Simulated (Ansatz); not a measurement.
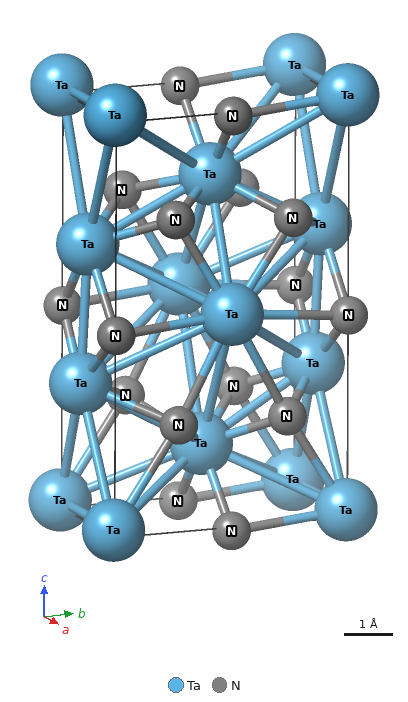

*The starting structure (ball-and-stick view of the cell of the calculation, seen slightly off an axis). An atom can appear more than once, as a periodic image.*

TaN: geometry relaxation (part 1 of 2)

- system: TaN (12 atoms in the cell)
- method: DFT PBE, scalar-relativistic, plane waves, PAW (Ansatz 0.2.0)

The structure was made by a generator, so it may or may not be a known phase. The run did not end well.

**The program's output**
```
Engine: ansatz 0.2.0, x86_64-unknown-linux-gnu
Pseudopotentials: kind: paw
Pseudopotential: Ta, paw, valence charge 13, recommended cutoff 420 eV (normal), Ta.paw.azcp
Pseudopotential: N, paw, valence charge 5, recommended cutoff 420 eV (normal), N.paw.azcp
Functional definition: PBE
  parameter kappa = 0.804
  parameter beta = 0.06672455060314922
  exchange = pbe_x(kappa = kappa, mu = beta*pi^2/3)
  correlation = pbe_c(beta = beta)
Crystal: 12 atoms, lattice volume = 136.393 Å³
Basis set: ecut = 420 eV, 2637 PW (Γ), exchange–correlation on 40×72×120 points (8 copies of the dense FFT grid, shifted against one another)
Bands: 66, of which v1, the nominal top of the filled ones, is band 54 counted from 1 (53 counted from 0)
Symmetry: 1 space group operations
Space group: P1 (ITA 1), of the structure as read, at distance tolerance 5.1e-5 Å
k-points: 68 of 128 (time reversal used)
Non-local potential: Ta, projectors of the file, l = 0: 3, l = 1: 2, l = 2: 2, l = 3: 1
Non-local potential: N, projectors of the file, l = 0: 2, l = 1: 2, l = 2: 1
PAW form: soft (Blöchl's): semilocal exchange-correlation on the pseudo side does not see the compensation charge
PAW one-centre angular grid: Ta, 590 points (default); XC on 64 Gauss nodes
PAW one-centre angular grid: N, 110 points (default); XC on 64 Gauss nodes
Initial density: superposition of atomic densities (neutral atoms: chi_scale 0, normalization atom), corrected by the library's trained network
Initial wavefunctions: pseudopotential atomic-orbital guess
Functional: x = pbe(κ = 0.804, μ = 0.2195149727645171), c = pbe(β = 0.06672455060314922)
SCF iter   1: F=—  HF=-61903.818688 eV  |F-HF|=—  |Δ(HF+E_count)|=         —  Δρ=1.02e-2  dr2=2.41e-1  ethr=1.77e-3  ⟨swp⟩=4.8  Hψ=16860  notcnv=0
preconditioner: auto → Kerker (q_TF=auto, 2.624 Å⁻¹)  [metal: Δε(μ)=0.012 eV  Ē_g=9.297 eV  σ=0.200 eV  W_gap=0.03  n_scr=48 (ndim 8)  ℏωp=24.6 eV  f_vac=0.000  D(μ)=1.95/eV (n_scr^D=10)]
SCF iter   2: F=—  HF=-61903.790993 eV  |F-HF|=—  |Δ(HF+E_count)|=   2.77e-2  Δρ=4.92e-3  dr2=5.73e-2  ethr=2.23e-4  ⟨swp⟩=1.1  Hψ=5176  notcnv=0
SCF iter   3: F=—  HF=-61903.785392 eV  |F-HF|=—  |Δ(HF+E_count)|=   5.60e-3  Δρ=1.75e-3  dr2=7.96e-3  ethr=5.30e-5  ⟨swp⟩=2.0  Hψ=4476  notcnv=0
SCF iter   4: F=—  HF=-61903.784469 eV  |F-HF|=—  |Δ(HF+E_count)|=   9.23e-4  Δρ=5.25e-4  dr2=7.42e-4  ethr=7.37e-6  ⟨swp⟩=2.0  Hψ=5934  notcnv=0
SCF iter   5: F=—  HF=-61903.784368 eV  |F-HF|=—  |Δ(HF+E_count)|=   1.01e-4  Δρ=2.02e-4  dr2=8.66e-5  ethr=6.87e-7  ⟨swp⟩=2.0  Hψ=5980  notcnv=0
SCF iter   6: F=—  HF=-61903.784351 eV  |F-HF|=—  |Δ(HF+E_count)|=   1.76e-5  Δρ=6.00e-5  dr2=1.04e-5  ethr=8.02e-8  ⟨swp⟩=2.8  Hψ=7360  notcnv=0
SCF iter   7: F=—  HF=-61903.784350 eV  |F-HF|=—  |Δ(HF+E_count)|=   8.37e-7  Δρ=2.61e-5  dr2=1.47e-6  ethr=9.60e-9  ⟨swp⟩=2.0  Hψ=6034  notcnv=0
SCF iter   8: F=—  HF=-61903.784350 eV  |F-HF|=—  |Δ(HF+E_count)|=   2.05e-7  Δρ=8.64e-6  dr2=1.33e-7  ethr=1.36e-9  ⟨swp⟩=2.0  Hψ=6132  notcnv=0
SCF iter   9: F=-61903.784350 eV  HF=-61903.784350 eV  |F-HF|=1.00e-8  |Δ(HF+E_count)|=   1.87e-8  Δρ=2.39e-6  dr2=1.28e-8  ethr=9.26e-11  ⟨swp⟩=11.4  Hψ=18108  notcnv=0
SCF 1 converged in 9 iterations: F = -61903.784350 eV  dr2 = 1.28e-8
  greatest PAW one-centre occupation: 0.999 electrons in one spin orbital (limit 2), on the Ta atom at site 3 (counted from 0), in its partial waves of l = 0
relax step   1: F+E_penalty+E_count = -61903.78434987 eV  Δ(F+E_penalty+E_count) = +0.000e0 eV  max|allowed force component| = 4.754e0 eV/Å  Δτ_max = 0.0000 Å  P = +18.227 GPa  Ω = 136.393 Å³  (9 SCF iters, dr2 threshold 1.00e-7 eV, accepted)
Crystal: 12 atoms, lattice volume = 141.883 Å³
Basis set: ecut = 420 eV, 2739 PW (Γ), exchange–correlation on 40×72×120 points (8 copies of the dense FFT grid, shifted against one another)
Initial density: handed on by an earlier stage of this run
Initial wavefunctions: those handed on with the density
iter 1 solved again at ethr=7.51e-4 eV; its pass at ethr=3.10e-3 eV (dr2=8.11e-1 eV) is discarded
SCF iter   1: F=—  HF=-61906.193432 eV  |F-HF|=—  |Δ(HF+E_count)|=         —  Δρ=2.06e-2  dr2=8.22e-1  ethr=7.51e-4  ⟨swp⟩=1.0  Hψ=23460  notcnv=0
preconditioner: auto → Kerker (q_TF=auto, 2.607 Å⁻¹)  [metal: Δε(μ)=0.073 eV  Ē_g=9.035 eV  σ=0.200 eV  W_gap=0.20  n_scr=48 (ndim 8)  ℏωp=24.1 eV  f_vac=0.000  D(μ)=2.11/eV (n_scr^D=10)]
SCF iter   2: F=—  HF=-61906.076794 eV  |F-HF|=—  |Δ(HF+E_count)|=   1.17e-1  Δρ=1.07e-2  dr2=2.47e-1  ethr=7.51e-4  ⟨swp⟩=2.0  Hψ=5517  notcnv=0
SCF iter   3: F=—  HF=-61906.025813 eV  |F-HF|=—  |Δ(HF+E_count)|=   5.10e-2  Δρ=3.79e-3  dr2=4.21e-2  ethr=2.28e-4  ⟨swp⟩=2.6  Hψ=6608  notcnv=0
SCF iter   4: F=—  HF=-61906.017232 eV  |F-HF|=—  |Δ(HF+E_count)|=   8.58e-3  Δρ=1.08e-3  dr2=2.49e-3  ethr=3.90e-5  ⟨swp⟩=2.0  Hψ=6156  notcnv=0
SCF iter   5: F=—  HF=-61906.016794 eV  |F-HF|=—  |Δ(HF+E_count)|=   4.38e-4  Δρ=3.40e-4  dr2=2.15e-4  ethr=2.30e-6  ⟨swp⟩=2.0  Hψ=6231  notcnv=0
SCF iter   6: F=—  HF=-61906.016617 eV  |F-HF|=—  |Δ(HF+E_count)|=   1.77e-4  Δρ=1.46e-4  dr2=4.58e-5  ethr=1.99e-7  ⟨swp⟩=2.0  Hψ=6532  notcnv=0
SCF iter   7: F=—  HF=-61906.016611 eV  |F-HF|=—  |Δ(HF+E_count)|=   5.68e-6  Δρ=3.04e-5  dr2=3.75e-6  ethr=4.24e-8  ⟨swp⟩=2.0  Hψ=6326  notcnv=0  defer=1
SCF iter   8: F=-61906.016611 eV  HF=-61906.016611 eV  |F-HF|=2.35e-7  |Δ(HF+E_count)|=   2.67e-7  Δρ=1.16e-5  dr2=3.25e-7  ethr=1.11e-9  ⟨swp⟩=10.1  Hψ=19509  notcnv=0
SCF 2 converged in 8 iterations: F = -61906.016611 eV  dr2 = 3.25e-7
relax step   2: F+E_penalty+E_count = -61906.01661092 eV  Δ(F+E_penalty+E_count) = -2.232e0 eV  max|allowed force component| = 1.504e0 eV/Å  Δτ_max = 0.1900 Å  P = -1.353 GPa  Ω = 141.883 Å³  energy of the carried Pulay correction = -1.498e-2 eV  (8 SCF iters, dr2 threshold 1.20e-6 eV, accepted)
Crystal: 12 atoms, lattice volume = 141.966 Å³
Basis set: ecut = 420 eV, 2749 PW (Γ), exchange–correlation on 40×72×120 points (8 copies of the dense FFT grid, shifted against one another)
iter 1 solved again at ethr=6.40e-4 eV; its pass at ethr=3.10e-3 eV (dr2=6.91e-1 eV) is discarded
SCF iter   1: F=—  HF=-61907.235419 eV  |F-HF|=—  |Δ(HF+E_count)|=         —  Δρ=1.75e-2  dr2=7.14e-1  ethr=6.40e-4  ⟨swp⟩=1.0  Hψ=22821  notcnv=0
preconditioner: auto → Kerker (q_TF=auto, 2.607 Å⁻¹)  [metal: Δε(μ)=0.009 eV  Ē_g=9.222 eV  σ=0.200 eV  W_gap=0.02  n_scr=48 (ndim 8)  ℏωp=24.1 eV  f_vac=0.000  D(μ)=2.37/eV (n_scr^D=10)]
SCF iter   2: F=—  HF=-61907.131067 eV  |F-HF|=—  |Δ(HF+E_count)|=   1.04e-1  Δρ=1.01e-2  dr2=2.67e-1  ethr=6.40e-4  ⟨swp⟩=1.0  Hψ=4488  notcnv=0
SCF iter   3: F=—  HF=-61907.064474 eV  |F-HF|=—  |Δ(HF+E_count)|=   6.66e-2  Δρ=3.15e-3  dr2=2.42e-2  ethr=2.47e-4  ⟨swp⟩=2.0  Hψ=6702  notcnv=0
SCF iter   4: F=—  HF=-61907.059196 eV  |F-HF|=—  |Δ(HF+E_count)|=   5.28e-3  Δρ=1.10e-3  dr2=2.41e-3  ethr=2.24e-5  ⟨swp⟩=2.0  Hψ=6440  notcnv=0
SCF iter   5: F=—  HF=-61907.058706 eV  |F-HF|=—  |Δ(HF+E_count)|=   4.90e-4  Δρ=3.20e-4  dr2=1.93e-4  ethr=2.24e-6  ⟨swp⟩=2.0  Hψ=6202  notcnv=0  defer=1
SCF iter   6: F=—  HF=-61907.058768 eV  |F-HF|=—  |Δ(HF+E_count)|=   6.21e-5  Δρ=1.07e-4  dr2=1.95e-5  ethr=1.79e-7  ⟨swp⟩=2.0  Hψ=6743  notcnv=0  defer=1
SCF iter   7: F=—  HF=-61907.058768 eV  |F-HF|=—  |Δ(HF+E_count)|=   1.79e-8  Δρ=4.35e-5  dr2=3.40e-6  ethr=1.80e-8  ⟨swp⟩=2.0  Hψ=6462  notcnv=0  defer=1
SCF iter   8: F=-61907.058767 eV  HF=-61907.058767 eV  |F-HF|=3.99e-7  |Δ(HF+E_count)|=   4.89e-7  Δρ=1.43e-5  dr2=5.22e-7  ethr=1.11e-9  ⟨swp⟩=11.1  Hψ=19875  notcnv=0
SCF 3 converged in 8 iterations: F = -61907.058767 eV  dr2 = 5.22e-7
  greatest PAW one-centre occupation: 0.999 electrons in one spin orbital (limit 2), on the Ta atom at site 5 (counted from 0), in its partial waves of l = 0
relax step   3: F+E_penalty+E_count = -61907.05876707 eV  Δ(F+E_penalty+E_count) = -1.042e0 eV  max|allowed force component| = 1.227e0 eV/Å  Δτ_max = 0.2000 Å  P = +0.385 GPa  Ω = 141.966 Å³  energy of the carried Pulay correction = -1.520e-2 eV  (8 SCF iters, dr2 threshold 1.20e-6 eV, accepted)
Crystal: 12 atoms, lattice volume = 142.333 Å³
Basis set: ecut = 420 eV, 2757 PW (Γ), exchange–correlation on 40×72×120 points (8 copies of the dense FFT grid, shifted against one another)
iter 1 solved again at ethr=7.39e-4 eV; its pass at ethr=3.10e-3 eV (dr2=7.98e-1 eV) is discarded
SCF iter   1: F=—  HF=-61907.707706 eV  |F-HF|=—  |Δ(HF+E_count)|=         —  Δρ=2.02e-2  dr2=8.19e-1  ethr=7.39e-4  ⟨swp⟩=1.0  Hψ=22987  notcnv=0
preconditioner: auto → Kerker (q_TF=auto, 2.606 Å⁻¹)  [metal: Δε(μ)=0.014 eV  Ē_g=9.366 eV  σ=0.200 eV  W_gap=0.04  n_scr=48 (ndim 8)  ℏωp=24.1 eV  f_vac=0.000  D(μ)=2.21/eV (n_scr^D=10)]
SCF iter   2: F=—  HF=-61907.584857 eV  |F-HF|=—  |Δ(HF+E_count)|=   1.23e-1  Δρ=1.12e-2  dr2=2.59e-1  ethr=7.39e-4  ⟨swp⟩=1.0  Hψ=4489  notcnv=0
SCF iter   3: F=—  HF=-61907.525160 eV  |F-HF|=—  |Δ(HF+E_count)|=   5.97e-2  Δρ=3.65e-3  dr2=2.91e-2  ethr=2.40e-4  ⟨swp⟩=2.0  Hψ=6050  notcnv=0
SCF iter   4: F=—  HF=-61907.519321 eV  |F-HF|=—  |Δ(HF+E_count)|=   5.84e-3  Δρ=1.07e-3  dr2=2.24e-3  ethr=2.69e-5  ⟨swp⟩=2.0  Hψ=6585  notcnv=0
SCF iter   5: F=—  HF=-61907.518955 eV  |F-HF|=—  |Δ(HF+E_count)|=   3.66e-4  Δρ=2.79e-4  dr2=1.29e-4  ethr=2.08e-6  ⟨swp⟩=2.2  Hψ=6393  notcnv=0
SCF iter   6: F=—  HF=-61907.518916 eV  |F-HF|=—  |Δ(HF+E_count)|=   3.89e-5  Δρ=1.01e-4  dr2=2.30e-5  ethr=1.19e-7  ⟨swp⟩=2.0  Hψ=6303  notcnv=0
SCF iter   7: F=—  HF=-61907.518914 eV  |F-HF|=—  |Δ(HF+E_count)|=   1.88e-6  Δρ=4.75e-5  dr2=4.27e-6  ethr=2.13e-8  ⟨swp⟩=2.0  Hψ=6366  notcnv=0
SCF iter   8: F=-61907.518913 eV  HF=-61907.518913 eV  |F-HF|=1.75e-7  |Δ(HF+E_count)|=   6.64e-7  Δρ=1.17e-5  dr2=3.10e-7  ethr=1.11e-9  ⟨swp⟩=11.2  Hψ=20831  notcnv=0
SCF 4 converged in 8 iterations: F = -61907.518913 eV  dr2 = 3.10e-7
relax step   4: F+E_penalty+E_count = -61907.51891320 eV  Δ(F+E_penalty+E_count) = -4.601e-1 eV  max|allowed force component| = 1.435e0 eV/Å  Δτ_max = 0.1950 Å  P = +6.629 GPa  Ω = 142.333 Å³  energy of the carried Pulay correction = -1.619e-2 eV  (8 SCF iters, dr2 threshold 1.20e-6 eV, accepted)
Crystal: 12 atoms, lattice volume = 138.978 Å³
Basis set: ecut = 420 eV, 2705 PW (Γ), exchange–correlation on 40×72×120 points (8 copies of the dense FFT grid, shifted against one another)
iter 1 solved again at ethr=8.41e-4 eV; its pass at ethr=3.10e-3 eV (dr2=9.08e-1 eV) is discarded
SCF iter   1: F=—  HF=-61908.570333 eV  |F-HF|=—  |Δ(HF+E_count)|=         —  Δρ=2.16e-2  dr2=9.11e-1  ethr=8.41e-4  ⟨swp⟩=1.0  Hψ=26470  notcnv=0
preconditioner: auto → Kerker (q_TF=auto, 2.616 Å⁻¹)  [metal: Δε(μ)=0.068 eV  Ē_g=9.260 eV  σ=0.200 eV  W_gap=0.19  n_scr=48 (ndim 8)  ℏωp=24.4 eV  f_vac=0.000  D(μ)=2.49/eV (n_scr^D=12)]
SCF iter   2: F=—  HF=-61908.433495 eV  |F-HF|=—  |Δ(HF+E_count)|=   1.37e-1  Δρ=1.22e-2  dr2=3.18e-1  ethr=8.41e-4  ⟨swp⟩=1.0  Hψ=4490  notcnv=0
SCF iter   3: F=—  HF=-61908.359219 eV  |F-HF|=—  |Δ(HF+E_count)|=   7.43e-2  Δρ=4.65e-3  dr2=4.68e-2  ethr=2.94e-4  ⟨swp⟩=2.0  Hψ=6748  notcnv=0
SCF iter   4: F=—  HF=-61908.349122 eV  |F-HF|=—  |Δ(HF+E_count)|=   1.01e-2  Δρ=1.24e-3  dr2=2.45e-3  ethr=4.33e-5  ⟨swp⟩=2.0  Hψ=6332  notcnv=0
SCF iter   5: F=—  HF=-61908.348627 eV  |F-HF|=—  |Δ(HF+E_count)|=   4.95e-4  Δρ=3.15e-4  dr2=1.76e-4  ethr=2.27e-6  ⟨swp⟩=2.0  Hψ=6162  notcnv=0
SCF iter   6: F=—  HF=-61908.348618 eV  |F-HF|=—  |Δ(HF+E_count)|=   8.75e-6  Δρ=1.03e-4  dr2=1.83e-5  ethr=1.63e-7  ⟨swp⟩=2.0  Hψ=6448  notcnv=0
SCF iter   7: F=—  HF=-61908.348617 eV  |F-HF|=—  |Δ(HF+E_count)|=   5.81e-7  Δρ=4.68e-5  dr2=4.60e-6  ethr=1.69e-8  ⟨swp⟩=2.0  Hψ=6502  notcnv=0
```

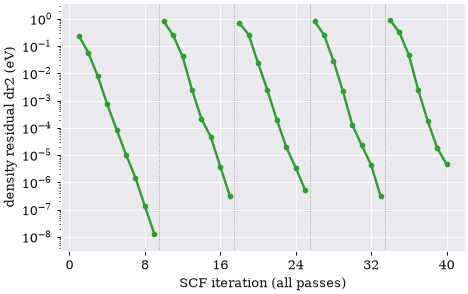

*Convergence of the self-consistent field: density residual dr2 against the SCF iteration. Dotted lines part the SCF passes that the log prints in full.*

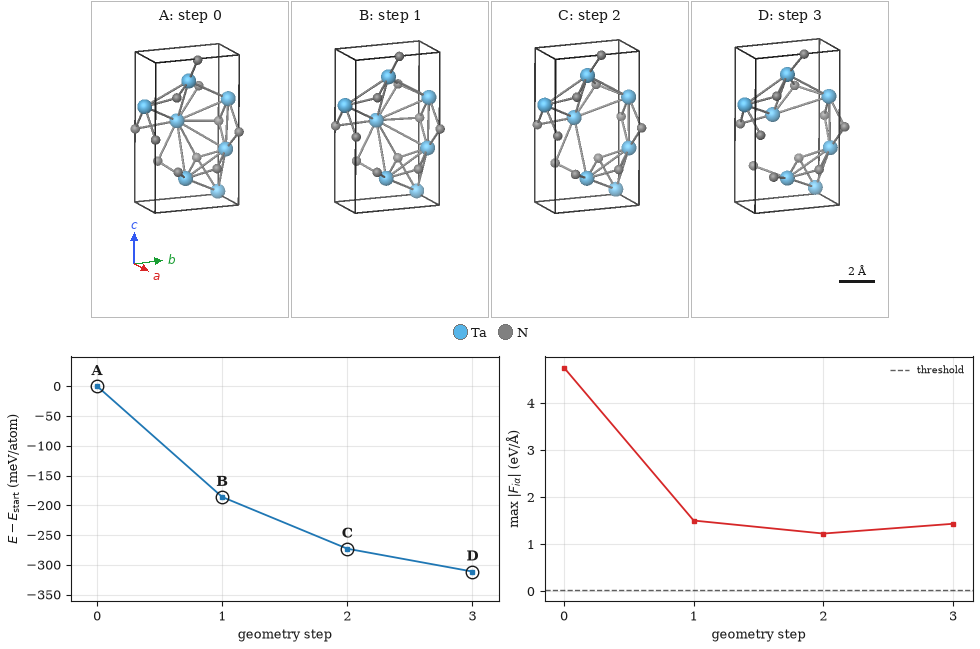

*Frames of the relaxation (ball-and-stick view of the cell of the calculation, seen slightly off an axis) above the curves, on which the letters mark them (the first geometry is step 0 here and step 1 in the log).*
